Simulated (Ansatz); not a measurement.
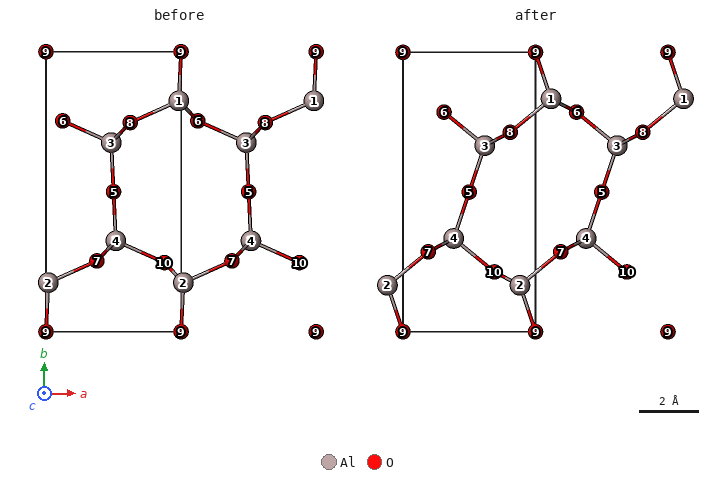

The structure of crystalline Al2O3 (set up in Pnnm) before (left) and after (right) a relaxation, at one scale.

The picture is a ball-and-stick view of the cell of the calculation, repeated 2 × 1 × 1 with one cell outlined, seen along the c axis.

The run lets cell and atoms move.

Theory: Kohn-Sham DFT of a periodic cell, r2SCAN with rVV10, Ansatz PAW (Ansatz 0.2.0).

Input file:
```yaml
crystal:
  lattice:
    - [4.613777, 0.0, 0.0]
    - [0.0, 9.563279, 0.0]
    - [0.0, 0.0, 3.119862]
  atoms:
    - { symbol: Al, position: [0.982975, 0.824573, 0.0] }
    - { symbol: Al, position: [0.017025, 0.175427, 0.0] }
    - { symbol: Al, position: [0.482975, 0.675427, 0.5] }
    - { symbol: Al, position: [0.517025, 0.324573, 0.5] }
    - { symbol: O, position: [0.5, 0.5, 0.5] }
    - { symbol: O, position: [0.123635, 0.75305, 0.5] }
    - { symbol: O, position: [0.376365, 0.25305, 0.0] }
    - { symbol: O, position: [0.623635, 0.74695, 0.0] }
    - { symbol: O, position: [0.0, 0.0, 0.0] }
    - { symbol: O, position: [0.876365, 0.24695, 0.5] }
hamiltonian:
  xc: r2scan
  pseudopotentials: { kind: paw }
  dispersion: rvv10
kpoints:
  mp_grid: { grid: [6, 3, 9] }
scf:
  occupations: { method: fermi_dirac, width: 0.05 }
output:
  forces: true
  stress: true
  eigenvalues: true
relax:
  f_tol: 0.01
  max_steps: 40
  cell: { stress_tol: 0.05 }
```

Launched with:
```bash
ansatz run input.yaml --threads 4 --pin off --max-ram 11264MiB --backend cpu --events-out ev --progress --plain --runs-dir out
```

### Summarise the run.

The largest moves relative to the cell, 0.90 Å, are those of O6, O7, O8 and O10. O6 goes roughly along [3 1 0]. By element the largest moves are O 0.90 Å, Al 0.61 Å. The drawn cell changes as follows: a 4.614 → 4.525 Å (−1.9 %), b 9.563 → 9.542 Å (−0.2 %), c 3.120 → 2.992 Å (−4.1 %); the volume changes by −6.1 %. Near-neighbour distances that change, for instance: Al1–O6 1.823 → 1.790 Å, Al1–O8 1.817 → 1.801 Å, Al1–O9 1.679 → 1.673 Å. Among the angles between lasting bonds that change: O7–Al2–O9 116.8° → 110.9°, O10–Al2–O10 117.7° → 113.4°, Al2–O10–Al2 117.7° → 113.4°. The space group stays Pnnm (No. 58). After 11 accepted moves (12 points after the start) the energy has fallen by 0.276 eV per cell of the calculation. The largest force component goes from 0.2 to 0.0011 eV/Å. The pressure goes from −4.72 to 0.03 GPa. The SCF was repeated once at an unchanged geometry on a basis and grid sized afresh for the cell, which shifted the energy by 3.8 meV per cell of the calculation at most.
